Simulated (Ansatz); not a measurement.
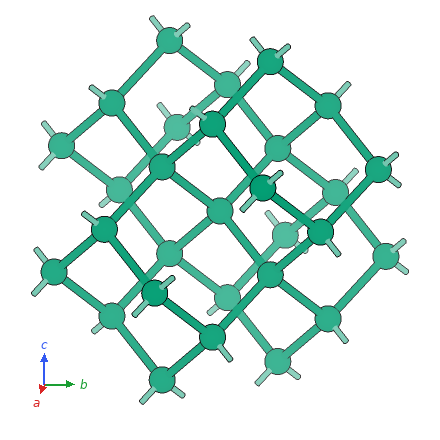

The picture shows a finite piece of the underlying net of a crystal structure, nodes on the atoms' positions. Nodes are coloured by topological kind. Edges to nodes outside the piece are drawn as stubs.

**Describe the net.**

A uninodal 4-connected, three-periodic net. It is the dia net, known from diamond, zinc blende and cristobalite.

**Give point symbol and coordination sequence.**

6⁶, sequence 4, 12, 24, 42, 64.

The net was derived as follows. System GaP (space group F-43m, No. 216); source of the atomic positions: the geometry relaxed with DFT PBEsol, scalar-relativistic, plane waves, PAW (Ansatz 0.2.0). Bonds are taken as Ga–P below 2.6 Å; no other contact counts. Atoms with one bond or none are removed and atoms with two bonds are replaced by edges, until no such atom is left. Ga and P are 4-connected nodes.
